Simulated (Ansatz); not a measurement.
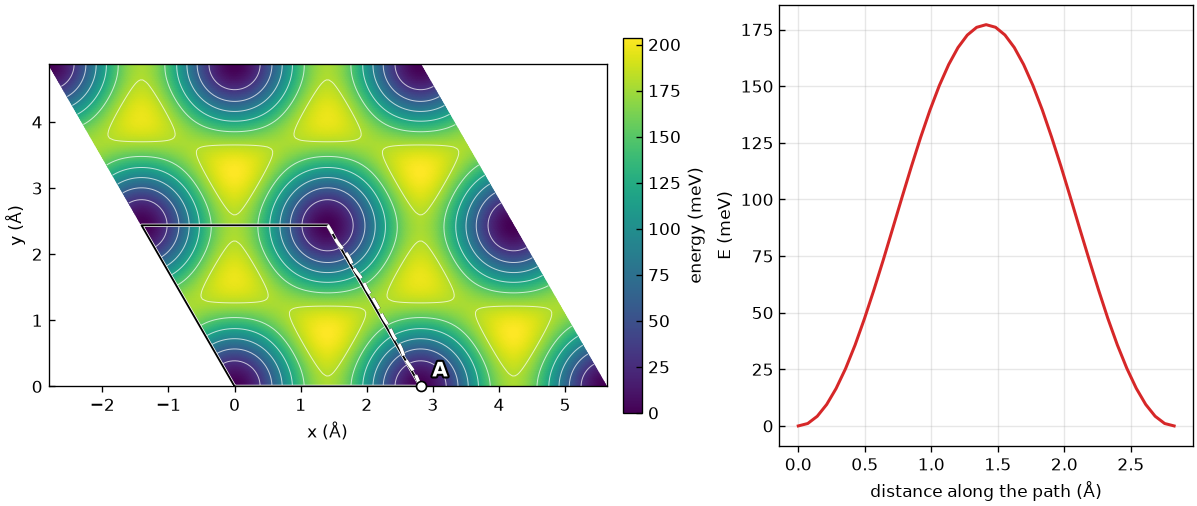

H on an Al(001) slab cut from the P6_3/mmc phase, its upper half relaxed before the scan (32 atoms of substrate and one adsorbate in a 2 × 2 cell). 
- H is moved over the surface cell at a fixed height above a rigid substrate; the origin of the map has the adsorbate above Al29; the height is held at 2.50 Å.
- Places are given modulo a cell vector. The map is drawn in real space over the plane of the surface.
- The grid has 6 × 6 points; 10 points were computed and 26 follow by symmetry.
- Places are given in fractions of the 1 × 1 surface cell.
- Energies are in meV, from the lowest grid point.
- The runs have no spin polarisation, so an open-shell adsorbate far from the surface lies too high. At a fixed height the lowest place need not be the adsorption site.
- Theory: Ansatz 0.2.0, DFT PBE+D3(BJ), scalar-relativistic, plane waves, PAW. Settings: cutoff 420 eV, k-mesh 6×6×1, gaussian smearing 0.1 eV, no spin polarisation.

Drawn: a smooth colour map with a few white contour lines, a line along the lowest path, the outline of one cell of the 2 × 2 shown, the energy along the path at the right, the start A. Between grid points the surface is interpolated.

Describe the path and its barrier.

Answer. The easiest path leads from the well at the top site over a surface Al atom, (0/6, 0/6) of the cell vectors to its copy one period on. Its highest point lies about 177 meV above the bottom of the first well on the interpolated surface, at a bridge site between two Al atoms, (0/6, 3/6) of the cell vectors. This is the barrier on the constrained surface; relaxing the other coordinates would change it.

PAW datasets: the set soft_1.
